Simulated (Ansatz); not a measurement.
# Run report: C₆H, single-point calculation

System: C₆H (slab, 14 atoms in the cell).
Method: DFT PBE, scalar-relativistic, plane waves, PAW, PAW set soft_1, no spin polarisation (Ansatz 0.2.0).

The structure derives from a Materials Project entry.

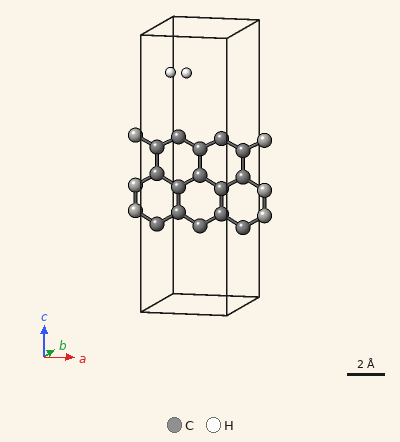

*The structure (ball-and-stick view of the cell of the calculation, with the vacuum cut short, seen slightly off an axis; neighbours outside the cell are drawn fainter). An atom can appear more than once, as a periodic image.*

### Input
```yaml
crystal:
  lattice:
    - [4.9326910638, 0.0, 0.0]
    - [0.0, 8.5222964205, 0.0]
    - [0.0, 0.0, 22.9416055954]
  atoms:
    - { symbol: C, position: [0.0, 0.0, 0.174355713] }
    - { symbol: C, position: [0.5, 0.0, 0.174355713] }
    - { symbol: C, position: [0.25, 0.0, 0.2053898368] }
    - { symbol: C, position: [0.75, 0.0, 0.2053898368] }
    - { symbol: C, position: [0.25, 0.0, 0.2674580844] }
    - { symbol: C, position: [0.75, 0.0, 0.2674580844] }
    - { symbol: C, position: [0.0, 0.0, 0.2977124344] }
    - { symbol: C, position: [0.5, 0.0, 0.2977124344] }
    - { symbol: C, position: [0.0, 0.0, 0.3626190265] }
    - { symbol: C, position: [0.5, 0.0, 0.3626190265] }
    - { symbol: C, position: [0.25, 0.0, 0.3897550046] }
    - { symbol: C, position: [0.75, 0.0, 0.3897550046] }
    - { symbol: H, position: [0.1568459804, 0.0, 0.5466751463] }
    - { symbol: H, position: [0.3431540196, 0.0, 0.5466751463] }
basis:
  ecutwfc: 420
kpoints:
  mp_grid: { grid: [6, 3, 1] }
hamiltonian:
  xc: pbe
  pseudopotentials: { kind: paw, azcp: { folder: soft_1 } }
scf:
  occupations: { method: gaussian, width: 0.1 }
output:
  forces: true
  eigenvalues: true
  write_density: true
  write_potential: true
  elf: true
  volumetric_format: npy
efield:
  axis: 3
  dipole_correction: true
  ramp_width: 0.04
```

Launched with:
```bash
ansatz run input.yaml --threads 1 --pin off --max-ram 3072MiB --backend cpu --events-out ev --progress --plain --runs-dir out
```

### The program's output
```
Engine: ansatz 0.2.0, aarch64-unknown-linux-gnu
Pseudopotentials: kind: paw
Pseudopotential: C, paw, valence charge 4, recommended cutoff 420 eV (normal), [file]
Pseudopotential: H, paw, valence charge 1, recommended cutoff 420 eV (normal), [file]
Functional definition: PBE
  parameter kappa = 0.804
  parameter beta = 0.06672455060314922
  exchange = pbe_x(kappa = kappa, mu = beta*pi^2/3)
  correlation = pbe_c(beta = beta)
Crystal: 14 atoms, lattice volume = 964.416 Å³
Basis set: ecut = 420 eV, 18909 PW (Γ), exchange–correlation on 72×120×320 points (8 copies of the dense FFT grid, shifted against one another)
Bands: 39, of which v1, the nominal top of the filled ones, is band 25 counted from 1 (24 counted from 0)
Symmetry: 4 space group operations
Space group: Pmm2 (ITA 25), of the structure as read, at distance tolerance 9.9e-5 Å
k-points: 8 of 18
Non-local potential: C, projectors of the file, l = 0: 2, l = 1: 2, l = 2: 1
Non-local potential: H, projectors of the file, l = 0: 2, l = 1: 1
PAW form: soft (Blöchl's): semilocal exchange-correlation on the pseudo side does not see the compensation charge
PAW one-centre angular grid: C, 110 points (default); XC on 64 Gauss nodes
PAW one-centre angular grid: H, 110 points (default); XC on 64 Gauss nodes
Initial wavefunctions: pseudopotential atomic-orbital guess
Functional: x = pbe(κ = 0.804, μ = 0.2195149727645171), c = pbe(β = 0.06672455060314922)
SCF iter   1: F=—  HF=-3036.384145 eV  |F-HF|=—  |Δ(HF+E_count)|=         —  Δρ=4.23e-2  dr2=1.79e1  ethr=3.10e-3  p=-0.000 e·Å  D=-2.35e-7 V/Å  ΔV_dip=0.00 eV  dr2_dipole=5.67e-1  V_vac-E_F(+/−)=8.67/8.67 eV  ⟨swp⟩=7.6  Hψ=1624  notcnv=0  defer=28
efield: sawtooth ramp at fractional position 0.8405 (placed from the atoms, in the widest stretch of the axis that holds none; the zero of the levels goes with the place), width 0.0400; the density the first Hamiltonian is built on has a dipole p = -0.000 e·Å; the dipole correction subtracts the counter field D = -2.35e-7 V/Å, which shifts the + side's vacuum level by +0.00 eV against the − side's; the planar-averaged density in the ramp window peaks in size at 7.9e-7 e/Å³
preconditioner: auto → LDOS  [insulator: Δε(μ)=0.128 eV  Ē_g=12.724 eV  σ=0.100 eV  W_gap=0.63  n_scr=78 (ndim 8)  ℏωp=7.9 eV  f_vac=0.747  D(μ)=9.89/eV (n_scr^D=32)  ε∞_Penn≈1.4  β→1.0]
SCF iter   2: F=—  HF=-3029.998592 eV  |F-HF|=—  |Δ(HF+E_count)|=    6.39e0  Δρ=1.14e-2  dr2=1.79e0  ethr=3.10e-3  p=0.153 e·Å  D=2.87e-2 V/Å  ΔV_dip=-0.66 eV  dr2_dipole=2.49e-2  V_vac-E_F(+/−)=6.44/7.10 eV  ⟨swp⟩=4.0  Hψ=843  notcnv=0  defer=56
SCF iter   3: F=—  HF=-3029.951844 eV  |F-HF|=—  |Δ(HF+E_count)|=   4.67e-2  Δρ=3.82e-3  dr2=3.97e-1  ethr=3.10e-3  p=0.082 e·Å  D=1.53e-2 V/Å  ΔV_dip=-0.35 eV  dr2_dipole=5.25e-3  V_vac-E_F(+/−)=6.59/6.94 eV  ⟨swp⟩=3.8  Hψ=636  notcnv=0  defer=52
SCF iter   4: F=—  HF=-3029.900475 eV  |F-HF|=—  |Δ(HF+E_count)|=   5.14e-2  Δρ=2.85e-3  dr2=2.35e-1  ethr=7.95e-4  p=0.093 e·Å  D=1.75e-2 V/Å  ΔV_dip=-0.40 eV  dr2_dipole=2.05e-2  V_vac-E_F(+/−)=6.14/6.54 eV  ⟨swp⟩=2.8  Hψ=432  notcnv=0  defer=51
SCF iter   5: F=—  HF=-3029.877062 eV  |F-HF|=—  |Δ(HF+E_count)|=   2.34e-2  Δρ=1.36e-3  dr2=4.37e-2  ethr=4.69e-4  p=0.091 e·Å  D=1.71e-2 V/Å  ΔV_dip=-0.39 eV  dr2_dipole=1.84e-6  V_vac-E_F(+/−)=5.97/6.37 eV  ⟨swp⟩=2.1  Hψ=326  notcnv=0  defer=51
SCF iter   6: F=—  HF=-3029.872281 eV  |F-HF|=—  |Δ(HF+E_count)|=   4.78e-3  Δρ=1.23e-3  dr2=3.69e-2  ethr=8.74e-5  p=0.092 e·Å  D=1.72e-2 V/Å  ΔV_dip=-0.39 eV  dr2_dipole=5.52e-3  V_vac-E_F(+/−)=5.87/6.26 eV  ⟨swp⟩=2.2  Hψ=487  notcnv=0  defer=52
SCF iter   7: F=—  HF=-3029.870268 eV  |F-HF|=—  |Δ(HF+E_count)|=   2.01e-3  Δρ=3.98e-4  dr2=2.03e-3  ethr=7.39e-5  p=0.091 e·Å  D=1.71e-2 V/Å  ΔV_dip=-0.39 eV  dr2_dipole=1.90e-5  V_vac-E_F(+/−)=5.88/6.27 eV  ⟨swp⟩=1.2  Hψ=341  notcnv=0  defer=52
SCF iter   8: F=—  HF=-3029.870082 eV  |F-HF|=—  |Δ(HF+E_count)|=   1.86e-4  Δρ=1.83e-4  dr2=3.19e-4  ethr=4.06e-6  p=0.092 e·Å  D=1.73e-2 V/Å  ΔV_dip=-0.40 eV  dr2_dipole=4.45e-7  V_vac-E_F(+/−)=5.90/6.30 eV  ⟨swp⟩=2.2  Hψ=430  notcnv=0  defer=52
SCF iter   9: F=—  HF=-3029.870128 eV  |F-HF|=—  |Δ(HF+E_count)|=   4.58e-5  Δρ=4.16e-5  dr2=2.74e-5  ethr=6.38e-7  p=0.092 e·Å  D=1.73e-2 V/Å  ΔV_dip=-0.40 eV  dr2_dipole=3.11e-6  V_vac-E_F(+/−)=5.91/6.31 eV  ⟨swp⟩=2.0  Hψ=444  notcnv=0  defer=52
SCF iter  10: F=—  HF=-3029.870250 eV  |F-HF|=—  |Δ(HF+E_count)|=   1.22e-4  Δρ=1.93e-5  dr2=8.46e-6  ethr=5.48e-8  p=0.092 e·Å  D=1.73e-2 V/Å  ΔV_dip=-0.40 eV  dr2_dipole=1.43e-6  V_vac-E_F(+/−)=5.91/6.31 eV  ⟨swp⟩=2.1  Hψ=452  notcnv=0  defer=52
SCF iter  11: F=—  HF=-3029.870252 eV  |F-HF|=—  |Δ(HF+E_count)|=   1.57e-6  Δρ=7.60e-6  dr2=1.43e-6  ethr=1.69e-8  p=0.092 e·Å  D=1.73e-2 V/Å  ΔV_dip=-0.40 eV  dr2_dipole=2.57e-7  V_vac-E_F(+/−)=5.91/6.31 eV  ⟨swp⟩=2.0  Hψ=447  notcnv=0  defer=52
SCF iter  12: F=—  HF=-3029.870252 eV  |F-HF|=—  |Δ(HF+E_count)|=   4.49e-7  Δρ=7.36e-6  dr2=1.87e-6  ethr=2.87e-9  p=0.092 e·Å  D=1.73e-2 V/Å  ΔV_dip=-0.40 eV  dr2_dipole=3.73e-7  V_vac-E_F(+/−)=5.91/6.31 eV  ⟨swp⟩=1.0  Hψ=258  notcnv=0  defer=52
SCF iter  13: F=—  HF=-3029.870252 eV  |F-HF|=—  |Δ(HF+E_count)|=   2.35e-7  Δρ=3.00e-6  dr2=2.72e-7  ethr=2.87e-9  p=0.092 e·Å  D=1.73e-2 V/Å  ΔV_dip=-0.40 eV  dr2_dipole=4.99e-8  V_vac-E_F(+/−)=5.91/6.31 eV  ⟨swp⟩=1.0  Hψ=258  notcnv=0  defer=52
SCF iter  14: F=-3029.870252 eV  HF=-3029.870252 eV  |F-HF|=4.34e-8  |Δ(HF+E_count)|=   5.20e-8  Δρ=8.56e-7  dr2=1.15e-8  ethr=2.00e-10  p=0.092 e·Å  D=1.73e-2 V/Å  ΔV_dip=-0.40 eV  dr2_dipole=1.29e-9  V_vac-E_F(+/−)=5.91/6.31 eV  ⟨swp⟩=32.5  Hψ=3429  notcnv=0
SCF 1 converged in 14 iterations: F = -3029.870252 eV  dr2 = 1.15e-8
  greatest PAW one-centre occupation: 0.698 electrons in one spin orbital (limit 2), on the C atom at site 10 (counted from 0), in its partial waves of l = 0
```

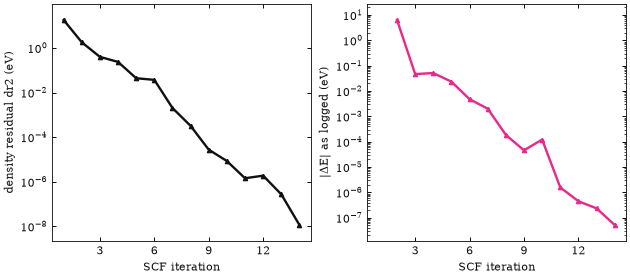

*Convergence of the self-consistent field: density residual dr2 and size of the energy change against the SCF iteration.*

The residual falls almost steadily, with no more than small rises.

```
WARN: The output density's exchange-correlation potential varies sharply where the density is thin. Do not read a vacuum level from v_tot or v_xc, or from such a field of the output density. On a cell that repeats whose density bears no net charge and no dipole along the vacuum's axis use v_es (v_loc + v_h of the components); under efield.dipole_correction with no amplitude use v_es + v_field, which holds any external_charges[].barrier, or the levels of the report's work_function block, which leave it out; under a non-zero efield.amplitude the vacuum is tilted and has no level; on a cell that repeats and bears such a dipole with no correction it is tilted too, and efield.dipole_correction with no amplitude gives each side of its ramp a level where efield: is served; in a cell that repeats whose density bears a net charge (total_charge, or a fill off its count) it is curved and has none; of a slab under crystal.periodic whose density bears no net charge use v_es, which has a level on each side, short of where the two are joined; of another it falls or rises all the way out and has none; of a slab beside external_charges read slab_vacuum_level instead, which it has where they leave it neutral. The grid or the basis barely resolves most such structure, and the values can differ between equally converged runs; as a rule a tighter scf.convergence.dr2_threshold does not remove it. Where the density itself ripples (under the LDA too) a higher basis.ecutwfc lessens it. The files hold the spikes' plane waves up to the density's cutoff. Files: v_tot_of_output_density and the like, and their columns of v_z.tsv (output.write_potential); v_xc_of_output_density and the like, and their columns of v_comp_z.tsv (output.write_potential_components). Measured: with its Gaussian average of σ = 0.25 Å subtracted twice, the exchange-correlation potential is over 0.1 eV at 2496 of the grid points where the equally averaged density (valence and model cores) is under 1e-3 e/Å³, and 1.07 eV at the most among them, at an averaged density of 9.8e-4 e/Å³. The input density's (outcome.potential() and, of a run that writes arrays, v_tot and v_xc) is over 0.1 eV, so measured, at 2546 points of its own thin density, 1.07 eV at the most. See output.write_potential in the manual, Limitations
SCF converged after 14 iterations
Free energy (F): -3029.870252 eV
Harris-Foulkes:  -3029.870252 eV  (|F-HF|=4.34e-8)
Internal energy: -3029.808202 eV  (E = F + TS)
E sigma→0 (E₀):  -3029.839227 eV
Entropy (-TS):   -0.062050 eV (-4.432 meV/atom)
Fermi energy:    -4.514936 eV
Dipole field:    D = 0.017326 V/Å  (p = 0.092340 e·Å, saw-weighted, corrected)
Work function:   Φ+ = 5.9143 eV   Φ− = 6.3117 eV
Levels:          The Fermi level and band energies are counted from a zero that moves with the ramp; work functions are not
--- Per-component energies (eV) ---
  E_band       = -615.348055
  E_kinetic    = 1059.497826
  E_local      = -15794.948203  (includes V_loc(G=0)·N_el)
  E_nonlocal   = 288.033538
  E_hartree    = 7312.626265
  E_xc         = -570.249290
  E_vxc        = -701.758990  (∫ρ·V_xc dr)
  E_paw        = -1199.996096  (= ΣΔE_a)
  E_vpaw       = -92.759714  (= ΣTr[D̂ρ^β])
  E_aug_tail   = -0.001620  (compensation charges beyond the density's cutoff)
  E_efield     = 0.000800  (sawtooth field / dipole correction)
  E_vefield    = 1.334776  (∫n·V_field dr)
  E_ewald      = 5875.228579
  E_smearing   = -0.062050  (= −TS)
  E_closure    = -0.000000  (closes the sum)
  Σ components = -3029.870252   (vs F -3029.870252, Δ=0.00e0)
--- Forces (eV/Å), atoms counted from 1 ---
  atom   1  C     -0.00365916     0.00000000     1.75487637
  atom   2  C      0.00365916     0.00000000     1.75487637
  atom   3  C      0.00000000     0.00000000    -3.30549670
  atom   4  C      0.00000000     0.00000000    -3.29988261
  atom   5  C      0.00000000     0.00000000     1.54346385
  atom   6  C      0.00000000     0.00000000     1.54825067
  atom   7  C      0.00723442     0.00000000    -0.00882998
  atom   8  C     -0.00723442     0.00000000    -0.00882998
  atom   9  C     -0.00162710     0.00000000     0.03061430
  atom  10  C      0.00162710     0.00000000     0.03061430
  atom  11  C      0.00000000     0.00000000    -0.05720846
  atom  12  C      0.00000000     0.00000000     0.02654967
  atom  13  H      3.52179169     0.00000000    -0.00454992
  atom  14  H     -3.52179169     0.00000000    -0.00454992
  max |Σ_I F_I| component: 1.02e-4 eV/Å
--- Band table (eV; the first three rows and the last of 8) ---
  k-point 0: bands = ["-23.1161", "-21.4247", "-19.0851", "-18.9582", "-18.9080", "-17.2877", "-17.0744", "-15.2956", "-15.2759", "-14.6648", "-11.5693", "-11.4146", "-11.0982", "-10.6310", "-10.3895", "-9.3960", "-9.2145", "-8.2480", "-7.7334", "-7.4133", "-6.5502", "-6.4790", "-4.9603", "-4.8223", "-4.7917", "-3.9029", "-3.8524", "-3.5059", "-2.0837", "-1.5993", "-0.5325", "-0.1602", "0.9050", "1.2473", "1.6916", "1.7625", "1.9684", "2.2263", "2.2570"]
  k-point 1: bands = ["-23.1161", "-21.4247", "-19.0851", "-18.9582", "-18.9080", "-17.2877", "-17.0744", "-15.2955", "-15.2758", "-14.6648", "-11.5693", "-11.4146", "-11.0984", "-10.6309", "-10.3895", "-9.3962", "-9.2146", "-8.2479", "-7.7335", "-7.4134", "-6.5501", "-6.4789", "-4.9602", "-4.8218", "-4.7917", "-3.9030", "-3.8514", "-3.5060", "-2.0838", "-1.5995", "-0.5411", "0.1583", "0.9533", "1.1618", "1.4513", "1.7082", "1.9773", "2.0849", "2.2286"]
  k-point 2: bands = ["-22.9948", "-21.3076", "-20.1483", "-18.9776", "-18.6398", "-17.2624", "-16.4237", "-15.8209", "-14.5816", "-13.9721", "-12.2186", "-10.9511", "-10.8926", "-10.8571", "-10.6275", "-9.6875", "-9.2503", "-8.2335", "-8.2204", "-7.6579", "-7.2645", "-6.3264", "-5.0417", "-4.7445", "-4.6152", "-4.0345", "-3.9131", "-3.5966", "-1.7602", "-0.5870", "-0.2942", "0.0050", "0.9692", "1.2831", "1.7860", "1.8199", "1.9232", "2.3047", "2.4166"]
  k-point 7: bands = ["-22.0317", "-22.0304", "-20.3810", "-20.3779", "-18.1224", "-18.1203", "-14.4651", "-14.4637", "-13.2253", "-13.2227", "-12.5725", "-12.5722", "-11.0094", "-11.0080", "-10.2933", "-10.2920", "-9.7959", "-9.7948", "-8.1883", "-8.1197", "-8.1167", "-6.0936", "-6.0914", "-4.5631", "-4.5601", "-4.4682", "-4.4644", "-1.4774", "-1.4750", "0.4611", "1.1525", "1.1587", "1.6662", "1.6782", "2.4432", "2.5560", "2.6519", "2.7203", "2.9063"]
```

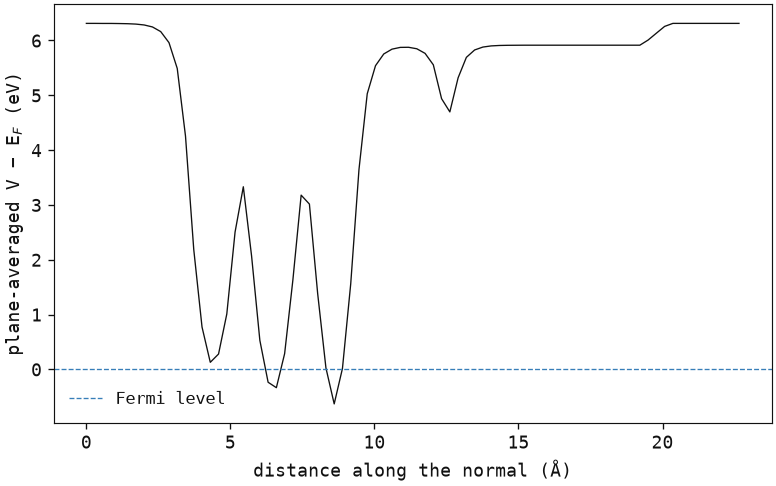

*Plane average of the electrostatic potential energy of an electron across the cell, from the Fermi level.*

The vacuum level lies 5.91 eV above the Fermi level on the upper side and 6.31 eV on the lower.

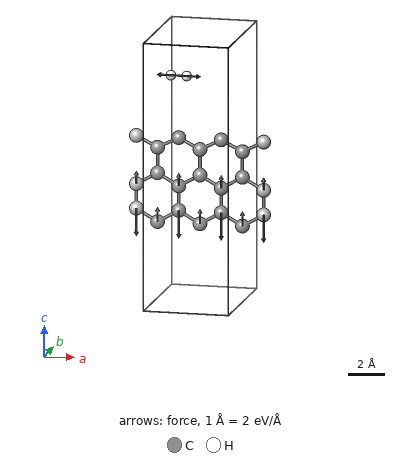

*Forces on the atoms as black arrows (ball-and-stick view of the cell of the calculation, with the vacuum cut short, seen slightly off an axis; neighbours outside the cell are drawn fainter); the smallest are left out.*

The largest act on H13, H14 (3.52 eV/Å); C3 (3.31 eV/Å); C4 (3.30 eV/Å); C1, C2 (1.75 eV/Å), among others. Atoms are counted from 1 in the order of the input and aren't labelled in the picture. The geometry is not a stationary point of this energy.

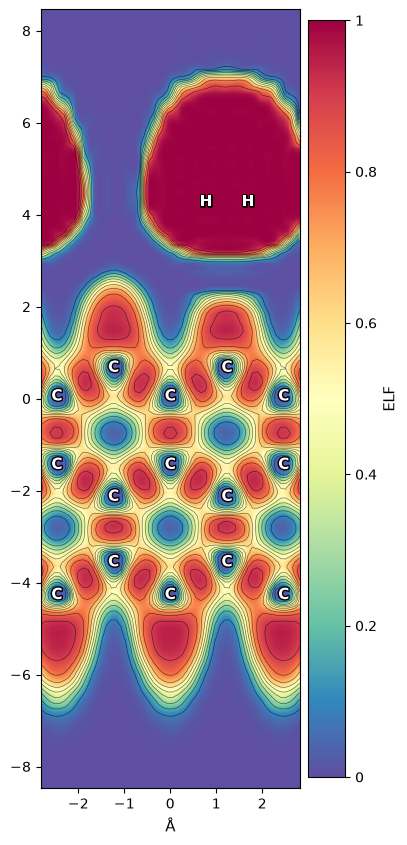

*ELF on the (010) plane of the calculation cell, a cut from vacuum to vacuum.*

Atoms in the plane: C and H. C–C (1.38 Å): the ELF peaks at about 0.95 between the atoms (a covalent bond). In a PAW calculation such maps are meaningful between the atoms, not at the nuclei.

### Results in brief

```tsv
quantity	value
outcome	converged
electrons treated	50
free energy	−3029.8703 eV
work function, top face	5.91 eV
work function, bottom face	6.31 eV
Fermi energy	−4.515 eV
gap on the k-point mesh	0.09 eV
work function (upper face)	5.91 eV
largest force (length of the vector)	3.522 eV/Å
hardware	1 thread of Arm Neoverse V2, 24 GiB of memory available, shared host
wall time	44 s
peak memory	0.84 GiB
```

### Notes

Warnings of the run: the exchange-correlation potential is rough where the density is thin.
